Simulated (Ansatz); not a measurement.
**ZnO: density, localisation and related maps**

```xyz
4
Lattice="2.9769 0.0000 0.0000 -1.4884 2.5780 0.0000 0.0000 0.0000 5.1256" Properties=species:S:1:pos:R:3 pbc="T T T"
Zn    0.0000    0.0000    0.0000
Zn    0.0000    0.0000    2.5628
O     0.0000    1.7187    1.2814
O     1.4884    0.8593    3.8442
```

Space group P6₃/mmc; started from the NiAs prototype, which need not be the ambient phase; computed pressure about 3 GPa in this cell.

Theory: DFT, dielectric-dependent PBE0 (fraction 1/eps_inf of PBE), plane waves, PAW (Ansatz).

The density is the valence pseudo-density of a PAW calculation; it isn't the true density close to the nuclei.

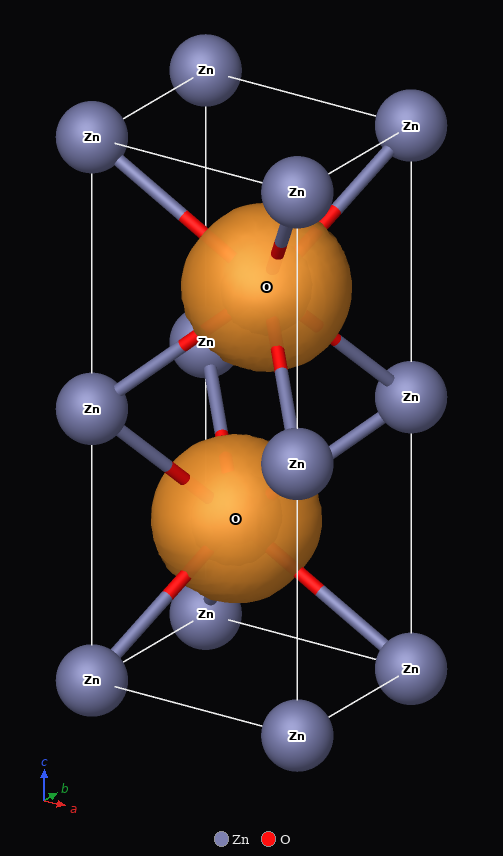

Figure 1. Isosurface of the ELF at 0.75 (orange), seen slightly off an axis. Only the valence region is drawn (cores and ρ < 0.01 e/Å³ removed). Sticks mark near contacts.

**Where are the electrons localised?**

The ELF exceeds this value in two regions wrapped around O (the valence shell of each), counted in one cell of 4 atoms. Any copies at cell faces, edges or corners count once. Along the contacts the grid gives the following. Zn–O (2.14 Å): the ELF peaks at about 0.80 in the valence shell of O, 0.6 Å from its nucleus, and is about 0.15 at the midpoint; no localised pair shows between them.

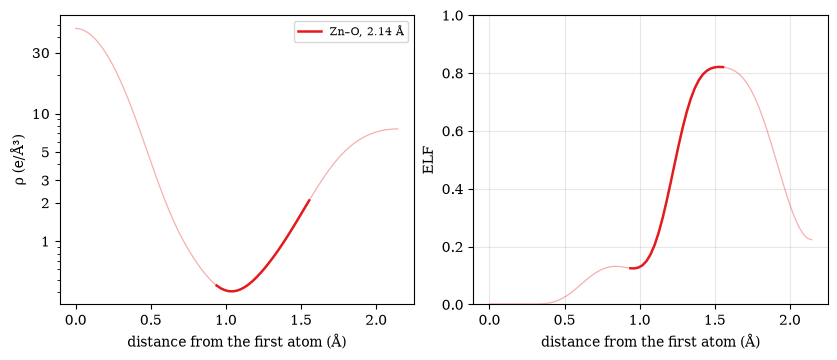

Figure 2. Valence pseudo-density and ELF along straight lines between neighbouring atoms. Thin, pale parts lie inside the atomic spheres.

**What can be read from the curves?**

Zn–O (2.14 Å): ρ at the midpoint is about 0.41 e/Å³; the ELF peaks at about 0.80 in the valence shell of O, 0.6 Å from its nucleus, and is about 0.15 at the midpoint: no localised pair shows between them.

**Metal or insulator at this level of theory?**

It is gapped, with a Kohn–Sham gap of 2.5 eV on the k-point mesh, an upper bound to the gap of this method.
